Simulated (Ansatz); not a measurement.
## Al4Ni: geometry relaxation (part 2 of 2)

Continued. System: Al4Ni (P6/mmm, 5 atoms in the cell). Method: DFT PBE, scalar-relativistic, plane waves, PAW, no spin polarisation (Ansatz 0.2.0); cutoff 420 eV, 12×12×8 k-mesh, Gaussian smearing of 0.1 eV. The structure was made by a generator, so it may or may not be a known phase.

Geometry of the input (Å; fractional positions):
```
4.3474  0.0000  0.0000
-2.1737  3.7649  0.0000
0.0000  0.0000  5.3707
Al 0.3333  0.6667  0.2490
Al 0.3333  0.6667  0.7510
Al 0.6667  0.3333  0.7510
Al 0.6667  0.3333  0.2490
Ni 0.0000  0.0000  0.5000
```

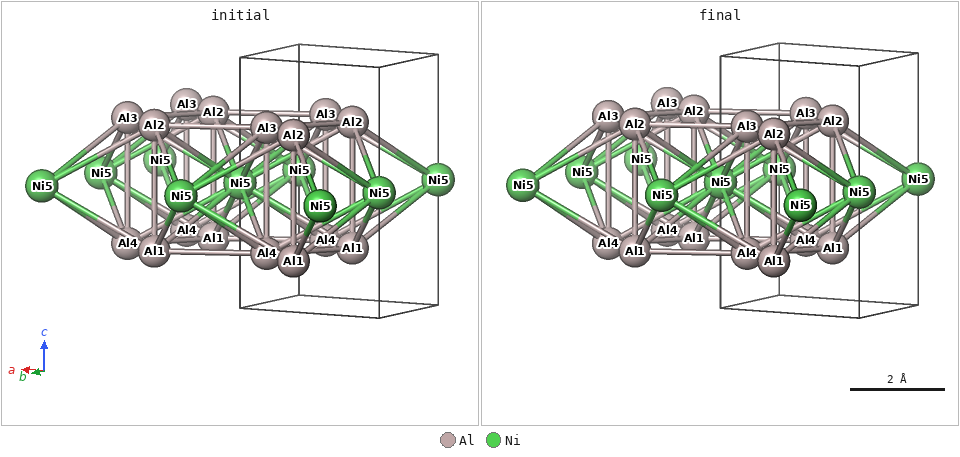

Fig. 1: Before (left) and after (right) the relaxation, at one scale (ball-and-stick view of the cell of the calculation, repeated 2 × 2 × 1, seen at an oblique angle). The largest moves relative to the cell, 0.005 Å, are those of Al1, Al2, Al3 and Al4. Ni stays in place. The drawn cell changes at constant volume: a = b 4.347 → 4.336 Å (−0.3 %), c 5.371 → 5.398 Å (+0.5 %). Among the contacts that change: Al1–Al2 2.697 → 2.719 Å, Al1–Al4 2.510 → 2.504 Å. The space group stays P6/mmm (No. 191). After 2 geometry steps the energy has fallen by 2.7 meV per cell of the calculation. The largest force component goes from 0.067 to 0.0058 eV/Å. Pressure: −0.10 GPa at the start and −0.02 GPa at the end. A last SCF at the same geometry on a re-selected plane-wave basis shifts the energy by next to nothing (0.0 meV per cell of the calculation). (Atoms are counted from 1 in the order of the input.)

```
basis re-selected at this cell: Δ(F+E_penalty+E_count) = -6.589e-6 eV, ΔP = +0.001 GPa vs the last step (what re-selecting the basis moved, of the pressure what is left beyond the Pulay correction that the steps carried, after the strain that the cell walked since its last selection, with what the two solves' SCF thresholds leave and, on support functions, any second-order correction that the steps lacked; it is no measure of the basis error at this ecutwfc). The dense FFT grid was sized anew with the basis: this SCF ran on 30×30×40 points, the steps before it on 30×30×36, so part of this shift can come from that change (see relax.cell in the input reference). This SCF's stress stands 4.12e-2 GPa from its target on what of the cell is left free (relax.cell.stress_tol is 5.00e-2 GPa) and its largest allowed force component is 5.75e-3 eV/Å (relax.f_tol is 1.00e-2 eV/Å): within both
SCF converged after 6 iterations
Free energy (F): -7988.691999 eV
Harris-Foulkes:  -7988.691999 eV  (|F-HF|=2.73e-12)
Internal energy: -7988.683492 eV  (E = F + TS)
E sigma→0 (E₀):  -7988.687746 eV
Entropy (-TS):   -0.008507 eV (-1.701 meV/atom)
Fermi energy:    7.590960 eV
--- Per-component energies (eV) ---
  E_band       = -431.305746
  E_kinetic    = 370.894365
  E_local      = -5808.442474  (includes V_loc(G=0)·N_el)
  E_nonlocal   = 683.762259
  E_hartree    = 2546.645208
  E_xc         = -240.712365
  E_vxc        = -220.983660  (∫ρ·V_xc dr)
  E_paw        = -3504.789361  (= ΣΔE_a)
  E_vpaw       = -549.827307  (= ΣTr[D̂ρ^β])
  E_aug_tail   = 0.000510  (compensation charges beyond the density's cutoff)
  E_ewald      = -2036.041634
  E_smearing   = -0.008507  (= −TS)
  E_closure    = -0.000000  (closes the sum)
  Σ components = -7988.691999   (vs F -7988.691999, Δ=0.00e0)
--- Forces (eV/Å), atoms counted from 1 ---
  atom   1  Al    -0.00000000    -0.00000000     0.00575438
  atom   2  Al    -0.00000000    -0.00000000    -0.00575438
  atom   3  Al     0.00000000     0.00000000    -0.00575438
  atom   4  Al    -0.00000000     0.00000000     0.00575438
  atom   5  Ni     0.00000000     0.00000000     0.00000000
  max |Σ_I F_I| component: 2.08e-17 eV/Å
--- Stress (GPa, compression-positive) ---
       -0.041214       0.000000       0.000000
       -0.000000      -0.041214       0.000000
        0.000000       0.000000       0.019221
  P = ⅓ Tr σ = -0.0211 GPa (-0.211 kbar)
--- Band table (eV; the first three rows and the last of 95) ---
  k-point 0: bands = ["-95.4859", "-55.9283", "-55.9283", "-55.8128", "-2.5390", "2.1582", "2.7631", "4.7612", "4.7612", "5.7459", "5.7459", "6.3029", "7.4424", "7.6729", "7.6729", "8.4750", "8.4750", "9.7951", "9.7951", "10.5601"]
  k-point 1: bands = ["-95.4859", "-55.9283", "-55.9283", "-55.8128", "-2.4646", "1.3189", "3.7035", "4.7844", "4.7844", "5.7363", "5.7363", "6.3434", "7.5145", "7.6685", "7.6685", "8.5471", "8.5471", "9.5855", "9.5855", "10.3277"]
  k-point 2: bands = ["-95.4859", "-55.9283", "-55.9283", "-55.8128", "-2.2457", "0.3728", "4.8432", "4.8432", "4.8708", "5.7139", "5.7139", "6.5422", "7.6555", "7.6555", "7.7279", "8.7426", "8.7426", "9.1806", "9.1806", "9.7927"]
  k-point 94: bands = ["-95.4859", "-55.9283", "-55.9283", "-55.8128", "1.2394", "1.2394", "1.7606", "1.7606", "3.0924", "4.4059", "5.9265", "5.9265", "6.0246", "6.0246", "6.0656", "10.9362", "10.9362", "11.2056", "11.2056", "11.8544"]
--- Relaxed structure (3 steps of the walk, 3 accepted, 1 SCFs on fresh bases) ---
  F+E_penalty+E_count = -7988.69199913 eV   max|allowed force component| = 5.754e-3 eV/Å   (the final SCF, on the basis selected at the relaxed cell)
  cell:  # Å, volume = 87.8972 Å³
    - [4.336284174593063, 0.0, 0.0]
    - [-2.1681420872965314, 3.755332253226028, 0.0]
    - [0.0, 0.0, 5.3977039763838]
  atoms:
    - { symbol: Al, position: [0.33333333333333326, 0.6666666666666665, 0.2481108512950594] }
    - { symbol: Al, position: [0.33333333333333326, 0.6666666666666665, 0.7518891487049404] }
    - { symbol: Al, position: [0.6666666666666666, 0.33333333333333326, 0.7518891487049404] }
    - { symbol: Al, position: [0.6666666666666666, 0.33333333333333326, 0.2481108512950594] }
    - { symbol: Ni, position: [1.2620309566209247e-35, -7.246897793739478e-36, 0.49999999999999994] }
```

**Trajectory as extended XYZ (Å, eV, eV/Å), 4 frames, from step=1 to step=4**
```
5
Lattice="4.3474 0.0000 0.0000 -2.1737 3.7649 0.0000 0.0000 0.0000 5.3707" Properties=species:S:1:pos:R:3:forces:R:3 step=1 energy=-7988.68933 pressure_GPa=-0.10
Al    0.0000    2.5099    1.3371    0.0000   0.0000  -0.0672
Al    0.0000    2.5099    4.0336    0.0000   0.0000   0.0672
Al    2.1737    1.2550    4.0336    0.0000   0.0000   0.0672
Al    2.1737    1.2550    1.3371    0.0000   0.0000  -0.0672
Ni    0.0000    0.0000    2.6854    0.0000   0.0000   0.0000
5
Lattice="4.3363 0.0000 0.0000 -2.1681 3.7553 0.0000 0.0000 0.0000 5.3992" Properties=species:S:1:pos:R:3:forces:R:3 step=2 energy=-7988.69178 pressure_GPa=-0.05
Al    0.0000    2.5035    1.3373    0.0000   0.0000   0.0373
Al    0.0000    2.5035    4.0619    0.0000   0.0000  -0.0373
Al    2.1681    1.2518    4.0619    0.0000   0.0000  -0.0373
Al    2.1681    1.2518    1.3373    0.0000   0.0000   0.0373
Ni    0.0000    0.0000    2.6996    0.0000   0.0000   0.0000
5
Lattice="4.3363 0.0000 0.0000 -2.1681 3.7553 0.0000 0.0000 0.0000 5.3977" Properties=species:S:1:pos:R:3:forces:R:3 step=3 energy=-7988.69199 pressure_GPa=-0.02
Al    0.0000    2.5036    1.3392    0.0000   0.0000   0.0058
Al    0.0000    2.5036    4.0585    0.0000   0.0000  -0.0058
Al    2.1681    1.2518    4.0585    0.0000   0.0000  -0.0058
Al    2.1681    1.2518    1.3392    0.0000   0.0000   0.0058
Ni    0.0000    0.0000    2.6989    0.0000   0.0000   0.0000
5
Lattice="4.3363 0.0000 0.0000 -2.1681 3.7553 0.0000 0.0000 0.0000 5.3977" Properties=species:S:1:pos:R:3:forces:R:3 step=4 energy=-7988.69200 pressure_GPa=-0.02
Al    0.0000    2.5036    1.3392    0.0000   0.0000   0.0058
Al    0.0000    2.5036    4.0585    0.0000   0.0000  -0.0058
Al    2.1681    1.2518    4.0585    0.0000   0.0000  -0.0058
Al    2.1681    1.2518    1.3392    0.0000   0.0000   0.0058
Ni    0.0000    0.0000    2.6989    0.0000   0.0000   0.0000
```

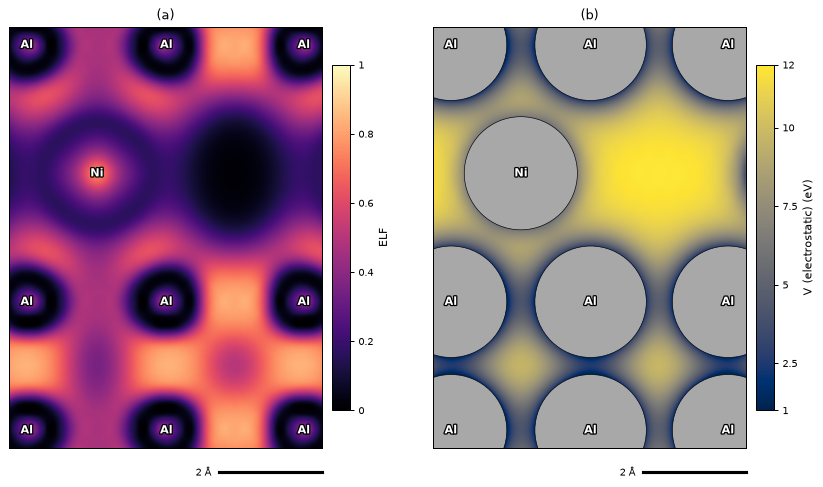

Fig. 2: (a) electron localisation function; (b) electrostatic potential (local pseudopotential plus Hartree) felt by an electron on the (110) plane of the conventional cell. Grey discs, where drawn, cover atomic cores. Atoms in the plane: Al and Ni. Al–Al (2.50 Å): the ELF peaks at about 0.85 between the atoms (localised, shared-pair bonding). Al–Al (2.72 Å): the ELF is about 0.45 at the midpoint, which marks nearly free electrons, as in a simple metal. The strong features right at Ni lie inside the PAW spheres (semicore, d or f shells) and say nothing about bonding. Outside the cores the potential energy rises away from the atoms and is highest about 2.7 Å from the nearest atoms; outside the discs it spans about 11 eV, and its zero is arbitrary. Core electrons are frozen (PAW), so the fields are smoothed inside the atomic spheres.

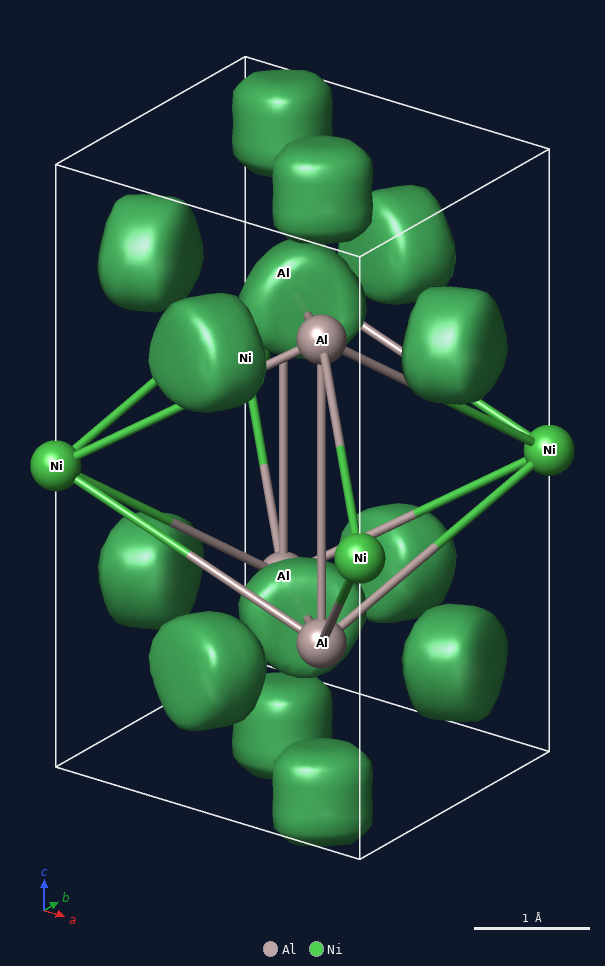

Fig. 3: Isosurface of the ELF at 0.75 (green), seen slightly off an axis. Core shells and regions of very low density are left out. Sticks mark near contacts. The outline is the cell set on symmetry axes. The ELF exceeds this value in eight regions between bonded Al–Al atoms (shared pairs), counted in one cell of 5 atoms. Al–Ni (2.85 Å): the ELF is about 0.45 at the midpoint, as expected for nearly free electrons, as in a simple metal.

**Results in brief**

| quantity | value |
| --- | --- |
| outcome | converged |
| space group (tolerance 0.01 Å) | P6/mmm (191) |
| electrons treated | 30 |
| free energy | −7988.6920 eV |
| Fermi energy | 7.591 eV |
| gap on the k-point mesh | none (metallic) |
| pressure | −0.02 GPa |
| final volume | 87.90 Å³ |
| largest force (length of the vector) at the end | 0.006 eV/Å |
| final cell | a = 4.336 Å, b = 4.336 Å, c = 5.398 Å, α = 90.00°, β = 90.00°, γ = 120.00° |
| wall time | 84 s |
| peak memory | 0.45 GiB |

**Remarks**

The run has no spin polarisation, so a magnetic state may lie lower.
